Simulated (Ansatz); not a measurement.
# Geometry relaxation, with input and output: Si (part 2 of 2)

The same run, continued: Si (slab, 6 atoms in the cell); DFT PBE+D3(BJ), scalar-relativistic, plane waves, PAW, PAW set soft_1, no spin polarisation (Ansatz 0.2.0); cutoff 420 eV, 8×6×1 k-mesh, Gaussian smearing of 0.05 eV. The structure derives from an entry of the Crystallography Open Database. The input holds or restrains some coordinates. Forces given for the steps count only the free coordinates.

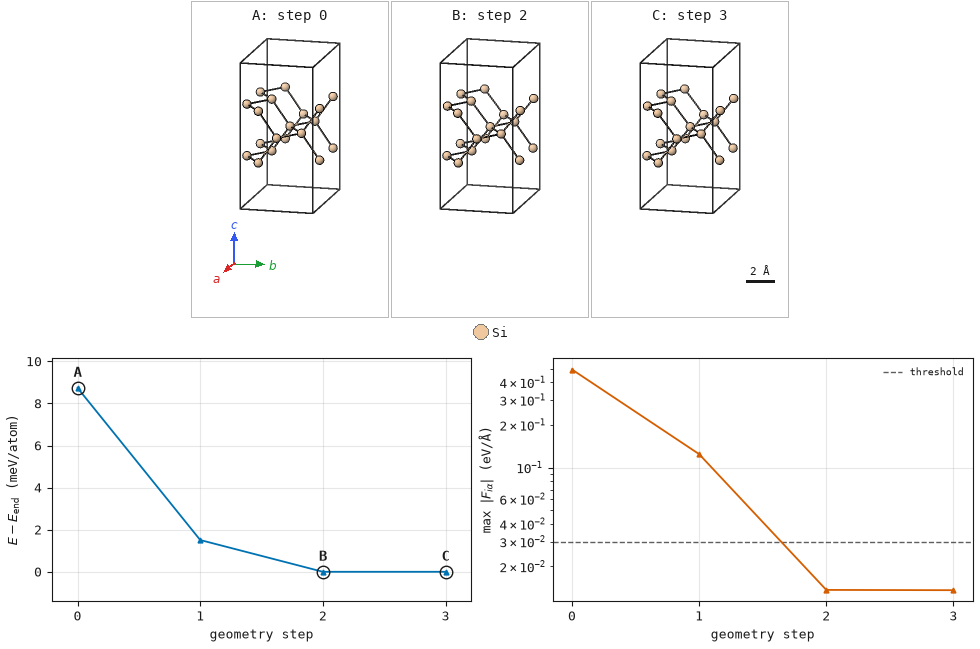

Fig. 1: Frames of the restrained relaxation (ball-and-stick view of the 2 × 1 repeat of the cell, with the vacuum cut short, seen slightly off an axis) above the curves, on which the letters mark them (the first geometry is step 0 here and step 1 in the log).

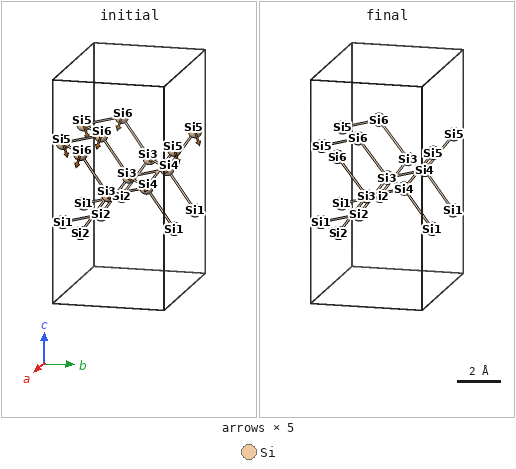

Fig. 2: Before (left) and after (right) the restrained relaxation, at one scale (ball-and-stick view of the 2 × 1 repeat of the cell, with the vacuum cut short, seen slightly off an axis). The orange arrows give the displacements, magnified 5 times. The largest moves, 0.15 Å, are those of Si5 and Si6. The cell stays as it was. Distances before and after: Si5–Si6 2.347 → 2.295 Å, Si3–Si6 2.347 → 2.311 Å, Si1–Si4 2.347 → 2.319 Å. Among the angles that change: Si2–Si3–Si6 109.5° → 105.6°, Si6–Si5–Si6 109.5° → 113.3°. Over 3 geometry steps the energy falls by 8.7 meV per atom. The largest force component goes from 0.49 to 0.014 eV/Å. (Atoms are counted from 1 in the order of the input.)

```
SCF converged after 3 iterations
Free energy (F): -3812.232957 eV
Harris-Foulkes:  -3812.232957 eV  (|F-HF|=3.98e-9)
Internal energy: -3812.224415 eV  (E = F + TS)
E sigma→0 (E₀):  -3812.228686 eV
Entropy (-TS):   -0.008542 eV (-1.424 meV/atom)
Fermi energy:    -1.244219 eV
Dipole field:    D = 0.001557 V/Å  (p = 0.003188 e·Å, saw-weighted, corrected)
Work function:   Φ+ = 4.7624 eV   Φ− = 4.7902 eV
Levels:          The Fermi level and band energies are counted from a zero that moves with the ramp; work functions are not
--- Per-component energies (eV) ---
  E_band       = -141.431602
  E_kinetic    = 237.293170
  E_local      = -3708.615962  (includes V_loc(G=0)·N_el)
  E_nonlocal   = 137.877754
  E_hartree    = 1740.454003
  E_xc         = -334.761422
  E_vxc        = -280.710229  (∫ρ·V_xc dr)
  E_paw        = -3068.050973  (= ΣΔE_a)
  E_vpaw       = -8.179790  (= ΣTr[D̂ρ^β])
  E_aug_tail   = 0.000243  (compensation charges beyond the density's cutoff)
  E_efield     = 0.000002  (sawtooth field / dipole correction)
  E_vefield    = 0.002445  (∫n·V_field dr)
  E_ewald      = 1185.098780
  E_disp       = -1.520010  (pairwise vdW)
  E_smearing   = -0.008542  (= −TS)
  E_closure    = -0.000000  (closes the sum)
  Σ components = -3812.232957   (vs F -3812.232957, Δ=0.00e0)
--- Forces (eV/Å), atoms counted from 1 ---
  atom   1  Si     0.00000000     0.54861194    -0.00442822
  atom   2  Si     0.00000000    -0.54861194    -0.00442822
  atom   3  Si     0.00000000     0.00437649     0.01109203
  atom   4  Si     0.00000000    -0.00437649     0.01109203
  atom   5  Si     0.00000000    -0.01360071    -0.00669025
  atom   6  Si     0.00000000     0.01360071    -0.00669025
  max |Σ_I F_I| component: 5.29e-5 eV/Å
--- Band table (eV; the first three rows and the last of 20) ---
  k-point 0: bands = ["-12.6582", "-10.8232", "-9.3591", "-8.3188", "-5.7612", "-4.5447", "-4.4455", "-3.7330", "-2.4725", "-1.9836", "-1.6564", "-1.5414", "-0.9809", "-0.0494", "0.8499", "1.3650", "1.8479", "2.0221"]
  k-point 1: bands = ["-12.5428", "-10.7849", "-9.9999", "-7.6636", "-6.2549", "-4.3976", "-3.9825", "-3.6361", "-2.4593", "-2.2178", "-1.7970", "-1.7758", "-0.6030", "0.1020", "0.4888", "1.3393", "1.6758", "2.1541"]
  k-point 2: bands = ["-12.2005", "-10.9116", "-10.6635", "-6.8541", "-6.7950", "-4.4959", "-3.3533", "-3.2816", "-2.4920", "-2.4285", "-2.2295", "-1.2604", "-0.9727", "-0.1367", "0.5392", "1.2284", "1.6942", "2.4962"]
  k-point 19: bands = ["-10.2846", "-10.2846", "-8.5097", "-8.5097", "-8.0157", "-8.0157", "-4.3650", "-4.3650", "-3.7623", "-3.7623", "-1.8282", "-1.8282", "-0.5562", "-0.5562", "2.1783", "2.1783", "2.8911", "2.8911"]
--- Relaxed structure (4 steps of the walk, 4 accepted, 0 SCFs on fresh bases) ---
  F+E_penalty+E_count = -3812.23295672 eV   max|allowed force component| = 1.360e-2 eV/Å
  atoms:
    - { symbol: Si, position: [0.5000000000000001, 0.0, 0.3925231236000001] }
    - { symbol: Si, position: [0.0, 0.25, 0.3925231236000001] }
    - { symbol: Si, position: [2.5120753647063574e-35, 0.5038841204533221, 0.49717638514378204] }
    - { symbol: Si, position: [0.5000000000000001, 0.746115879546678, 0.49717638514378204] }
    - { symbol: Si, position: [0.5000000000000001, 0.008603414945882905, 0.5993129936782857] }
    - { symbol: Si, position: [2.5120753647063574e-35, 0.24139658505411712, 0.5993129936782857] }
```

## Trajectory as extended XYZ (Å, eV, eV/Å), 4 frames, from step=1 to step=4
```
6
Lattice="3.8333 0.0000 0.0000 0.0000 5.4212 0.0000 0.0000 0.0000 17.8333" Properties=species:S:1:pos:R:3:forces:R:3 step=1 energy=-3812.18052
Si    1.9167    0.0000    7.0000    0.0000   0.4933   0.2066
Si    0.0000    1.3553    7.0000    0.0000  -0.4933   0.2066
Si    0.0000    2.7106    8.9167    0.0000  -0.0588   0.0000
Si    1.9167    4.0659    8.9167    0.0000   0.0588   0.0000
Si    1.9167    0.0000   10.8333    0.0000   0.4933  -0.2065
Si    0.0000    1.3553   10.8333    0.0000  -0.4933  -0.2065
6
Lattice="3.8333 0.0000 0.0000 0.0000 5.4212 0.0000 0.0000 0.0000 17.8333" Properties=species:S:1:pos:R:3:forces:R:3 step=2 energy=-3812.22390
Si    1.9167    0.0000    7.0000    0.0000   0.5404   0.0652
Si    0.0000    1.3553    7.0000    0.0000  -0.5404   0.0652
Si    0.0000    2.7172    8.8875    0.0000   0.0457   0.0479
Si    1.9167    4.0592    8.8875    0.0000  -0.0457   0.0479
Si    1.9167    0.0315   10.7551    0.0000   0.1244  -0.1127
Si    0.0000    1.3238   10.7551    0.0000  -0.1244  -0.1127
6
Lattice="3.8333 0.0000 0.0000 0.0000 5.4212 0.0000 0.0000 0.0000 17.8333" Properties=species:S:1:pos:R:3:forces:R:3 step=3 energy=-3812.23296
Si    1.9167    0.0000    7.0000    0.0000   0.5485  -0.0044
Si    0.0000    1.3553    7.0000    0.0000  -0.5485  -0.0044
Si    0.0000    2.7316    8.8663    0.0000   0.0044   0.0110
Si    1.9167    4.0448    8.8663    0.0000  -0.0044   0.0110
Si    1.9167    0.0466   10.6878    0.0000  -0.0137  -0.0068
Si    0.0000    1.3087   10.6878    0.0000   0.0137  -0.0068
6
Lattice="3.8333 0.0000 0.0000 0.0000 5.4212 0.0000 0.0000 0.0000 17.8333" Properties=species:S:1:pos:R:3:forces:R:3 step=4 energy=-3812.23296
Si    1.9167    0.0000    7.0000    0.0000   0.5486  -0.0044
Si    0.0000    1.3553    7.0000    0.0000  -0.5486  -0.0044
Si    0.0000    2.7316    8.8663    0.0000   0.0044   0.0111
Si    1.9167    4.0448    8.8663    0.0000  -0.0044   0.0111
Si    1.9167    0.0466   10.6878    0.0000  -0.0136  -0.0067
Si    0.0000    1.3087   10.6878    0.0000   0.0136  -0.0067
```

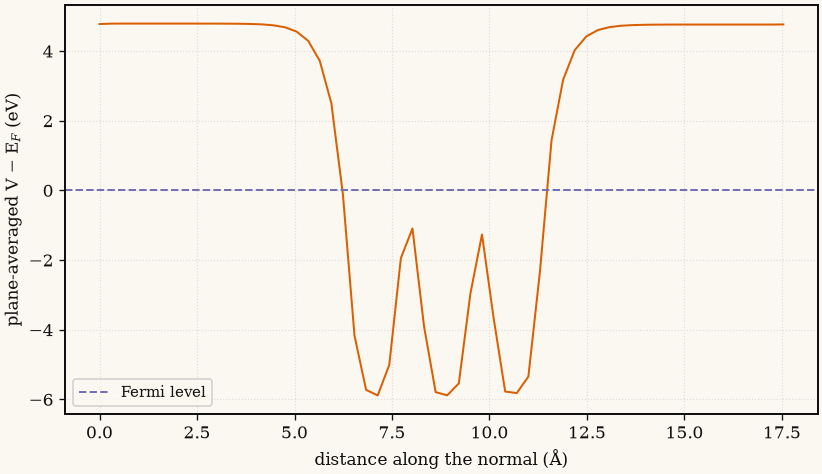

Fig. 3: Plane average of the electrostatic potential energy of an electron across the cell, from the Fermi level. The vacuum level lies 4.76 eV above the Fermi level on the upper side and 4.79 eV on the lower.

The run was set up as follows.

## Input file
```yaml
crystal:
  lattice:
    - [3.8333442767, 0.0, 0.0]
    - [0.0, 5.4211674654, 0.0]
    - [0.0, 0.0, 17.8333442767]
  atoms:
    - { symbol: Si, position: [0.5, 0.0, 0.3925231236] }
    - { symbol: Si, position: [0.0, 0.25, 0.3925231236] }
    - { symbol: Si, position: [0.0, 0.5, 0.5] }
    - { symbol: Si, position: [0.5, 0.75, 0.5] }
    - { symbol: Si, position: [0.5, 0.0, 0.6074768764] }
    - { symbol: Si, position: [0.0, 0.25, 0.6074768764] }
basis:
  ecutwfc: 420
kpoints:
  mp_grid: { grid: [8, 6, 1] }
hamiltonian:
  xc: pbe
  pseudopotentials: { kind: paw, azcp: { folder: soft_1 } }
  dispersion: d3bj
scf:
  occupations: { method: gaussian, width: 0.05 }
output:
  forces: true
  eigenvalues: true
relax:
  adjacent_minimum: "off"
  f_tol: 0.03
  max_steps: 50
  constraints: [{ sites: [0, 1] }]
efield:
  axis: 3
  dipole_correction: true
  ramp_width: 0.04
```

Launch command:
```bash
ansatz run input.yaml --threads 2 --pin off --max-ram 6144MiB --backend cpu --events-out ev --progress --plain --runs-dir out
```

## Summary

| quantity | value |
| --- | --- |
| outcome | converged under the restraints of the input |
| electrons treated | 24 |
| free energy | −3812.2330 eV |
| work function, top face | 4.76 eV |
| work function, bottom face | 4.79 eV |
| Fermi energy | −1.244 eV |
| gap on the k-point mesh | none (metallic) |
| final volume | 370.60 Å³ |
| work function (upper face) | 4.76 eV |
| largest force (length of the vector) at the end, held atoms and coordinates included | 0.549 eV/Å |
| hardware | 2 threads of Arm Neoverse N1, 98 GiB of memory available, shared host |
| wall time | 45 s (CPU time 88 s) |
| peak memory | 0.51 GiB |
